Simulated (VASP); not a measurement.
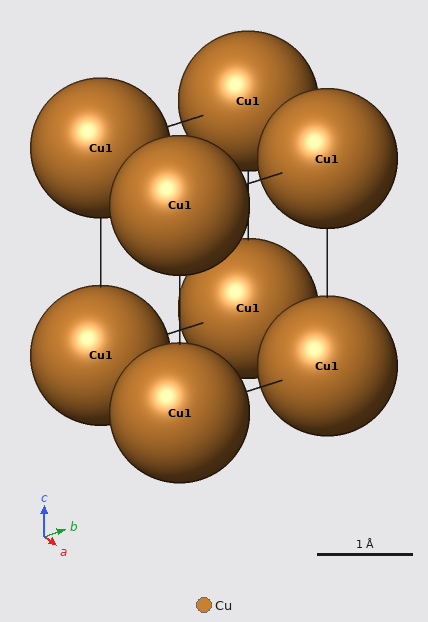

Figure 1. The structure (spheres-only view of the cell of the calculation, seen slightly off an axis; atoms are numbered from 1 in the order of the input). An atom can appear more than once, as a periodic image.

## What a change does: single-point calculation on Cu

System: Cu (1 atom in the cell).
Method of run 1: Kohn-Sham DFT of a periodic cell, PBEsol, VASP PAW PBE potentials, recommended, no spin polarisation (VASP 6.6.1).

The structure was built on a prototype by a generator; it need not be a known phase. 

INCAR, run 1:
```
  PREC = Accurate
  ENCUT = 520
  EDIFF = 1E-7
  ISMEAR = 0
  SIGMA = 0.1
  LREAL = False
  LASPH = True
  NELM = 100
  ALGO = Normal
  ISIF = 2
  LWAVE = False
  LCHARG = False
  GGA = PS
  NBANDS = 12
```

KPOINTS, run 1:
```
regular mesh
0
Gamma
  9 9 8
```

POSCAR, run 1:
```
Cu
1.0
    2.4315647400      0.0000000000      0.0000000000
   -1.2157823700      2.1057968357      0.0000000000
    0.0000000000      0.0000000000      2.2719933039
Cu
1
Direct
    0.0000000000      0.0000000000      0.0000000000
```

Command:
```bash
cat potpaw_PBE.64/Cu/POTCAR > POTCAR
mpirun -np 1 vasp_std > vasp.out
```

Hardware: 1 thread of Intel Xeon (Granite Rapids), 128 GiB of memory available, shared host.

OSZICAR and lines of OUTCAR (run 1):
```
N       E                     dE             d eps       ncg     rms          rms(c)
DAV:   1     0.432257495929E+02    0.43226E+02   -0.54603E+03  1556   0.159E+03
DAV:   2    -0.363897681333E+01   -0.46865E+02   -0.43310E+02  1484   0.206E+02
DAV:   3    -0.496399719110E+01   -0.13250E+01   -0.13210E+01  1720   0.394E+01
DAV:   4    -0.497222874899E+01   -0.82316E-02   -0.82305E-02  1612   0.274E+00
DAV:   5    -0.497230779660E+01   -0.79048E-04   -0.79048E-04  1704   0.274E-01    0.818E+00
DAV:   6    -0.438766782325E+01    0.58464E+00   -0.15394E+01  1688   0.757E+01    0.398E+00
DAV:   7    -0.399372703581E+01    0.39394E+00   -0.23153E+00  1692   0.295E+01    0.521E-01
DAV:   8    -0.398221784405E+01    0.11509E-01   -0.81382E-03  1836   0.172E+00    0.376E-01
DAV:   9    -0.397971706454E+01    0.25008E-02   -0.13340E-02  1744   0.199E+00    0.254E-02
DAV:  10    -0.397972216620E+01   -0.51017E-05   -0.79999E-05  2192   0.158E-01    0.582E-03
DAV:  11    -0.397972248377E+01   -0.31757E-06   -0.43043E-06  2192   0.283E-02    0.900E-04
DAV:  12    -0.397972252241E+01   -0.38642E-07   -0.72235E-08  1100   0.459E-03
   1 F= -.39797225E+01 E0= -.39791964E+01  d E =-.105218E-02
[... from OUTCAR:]
  free energy    TOTEN  =        -3.97972252 eV
  energy without entropy =       -3.97867034  energy(sigma->0) =       -3.97919643
 E-fermi :   7.5474     XC(G=0): -12.9503     alpha+bet :-13.6282
  free  energy   TOTEN  =        -3.9797225224 eV
  energy  without entropy=       -3.9786703401  energy(sigma->0) =       -3.97919643
```

For run 2 the input was changed thus:
```diff
+SYSTEM = Cu
-  EDIFF = 1E-7
+  EDIFF = 1E-6
-  LREAL = False
-  LASPH = True
+  LREAL = .False.
+  LASPH = .True.
-  ALGO = Normal
+  ALGO = Fast
-  LWAVE = False
-  LCHARG = False
+  LWAVE = .False.
+  LCHARG = .False.
-  9 9 8
+  27 27 22
+  0 0 0
-    2.4315647400      0.0000000000      0.0000000000
-   -1.2157823700      2.1057968357      0.0000000000
-    0.0000000000      0.0000000000      2.2719933039
+    2.4423479416      0.0000000000      0.0000000000
+   -1.2211739708      2.1151353623      0.0000000000
+    0.0000000000      0.0000000000      2.3783001839
```

What does this change do to the results?

The total energies belong to different models, so their difference says nothing on which is more stable or more accurate. The pressure goes from 9.49 to 1.38 GPa. The volume per atom goes from 11.63 to 12.29 Å³. The SCF takes 13 iterations against 12. The irreducible k-points go from 60 to 900. The plane waves at Γ go from 332.0 to 346.0. On the same kind of shared host run 2 took about 8 times as long.

OSZICAR and lines of OUTCAR (run 2):
```
N       E                     dE             d eps       ncg     rms          rms(c)
DAV:   1     0.424861543818E+02    0.42486E+02   -0.54022E+03 23936   0.152E+03
DAV:   2    -0.362899633219E+01   -0.46115E+02   -0.42582E+02 22280   0.202E+02
DAV:   3    -0.501052122229E+01   -0.13815E+01   -0.13719E+01 25020   0.401E+01
DAV:   4    -0.501935921747E+01   -0.88380E-02   -0.88368E-02 24428   0.285E+00
DAV:   5    -0.501944903670E+01   -0.89819E-04   -0.89818E-04 25736   0.295E-01    0.821E+00
RMM:   6    -0.444638329264E+01    0.57307E+00   -0.36094E+00 26945   0.353E+01    0.487E+00
RMM:   7    -0.402706905303E+01    0.41931E+00   -0.51909E-01 26699   0.133E+01    0.954E-01
RMM:   8    -0.401580989457E+01    0.11259E-01   -0.10638E-02 27669   0.150E+00    0.132E-01
RMM:   9    -0.401509184653E+01    0.71805E-03   -0.25331E-03 28287   0.886E-01    0.163E-02
RMM:  10    -0.401515165348E+01   -0.59807E-04   -0.65335E-04 27908   0.322E-01    0.144E-02
RMM:  11    -0.401516152508E+01   -0.98716E-05   -0.95484E-05 29642   0.101E-01    0.290E-03
RMM:  12    -0.401516321175E+01   -0.16867E-05   -0.13314E-05 26625   0.407E-02    0.171E-03
RMM:  13    -0.401516392338E+01   -0.71163E-06   -0.19280E-06 20631   0.171E-02
   1 F= -.40151639E+01 E0= -.40145148E+01  d E =-.129818E-02
[... from OUTCAR:]
  free energy    TOTEN  =        -4.01516392 eV
  energy without entropy =       -4.01386574  energy(sigma->0) =       -4.01451483
 E-fermi :   6.8583     XC(G=0): -12.6315     alpha+bet :-12.9043
  free  energy   TOTEN  =        -4.0151639234 eV
  energy  without entropy=       -4.0138657447  energy(sigma->0) =       -4.01451483
```

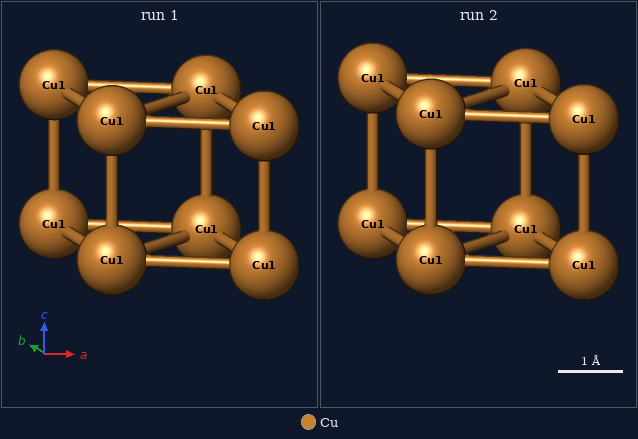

Figure 2. The two input geometries at one scale (ball-and-stick view of the cell of the calculation, seen slightly off an axis). No atom moves by more than 0.005 Å relative to the cell. The volume changes by +5.6 %, with a = b 2.432 → 2.442 Å (+0.4 %), c 2.272 → 2.378 Å (+4.7 %). Among the contacts that change: Cu1–Cu1 2.272 → 2.378 Å.

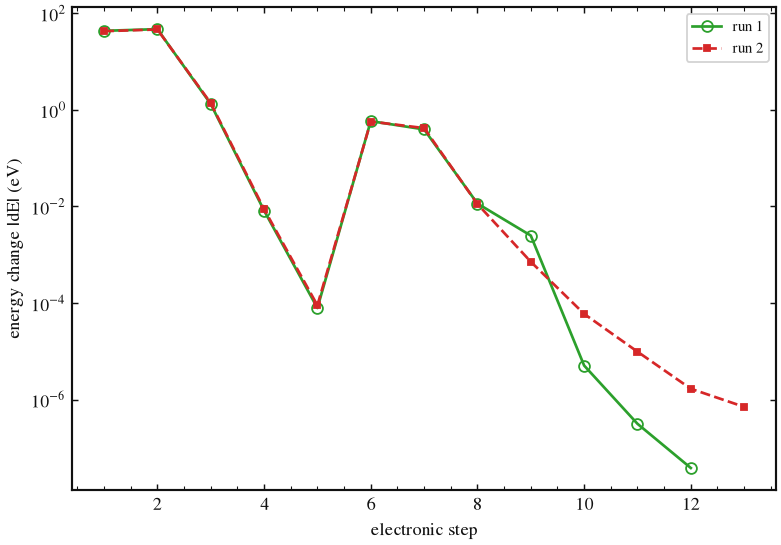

Figure 3. Convergence of the two runs: energy change |dE| against the electronic step. Run 1 takes 12 steps in all, and run 2 takes 13.

The two runs side by side:

```tsv
quantity	run 1	run 2
outcome	converged	converged
free energy per atom (eV)	−3.9797	−4.0152
energy per atom, smearing taken to zero (eV)	−3.9792	−4.0145
gap on the mesh (eV)	0.00	0.00
pressure (GPa)	9.49	1.38
volume per atom (Å³)	11.63	12.29
largest force (eV/Å)	0.000	0.000
SCF iterations	12	13
irreducible k-points	60	900
plane waves at Γ	332	346
```
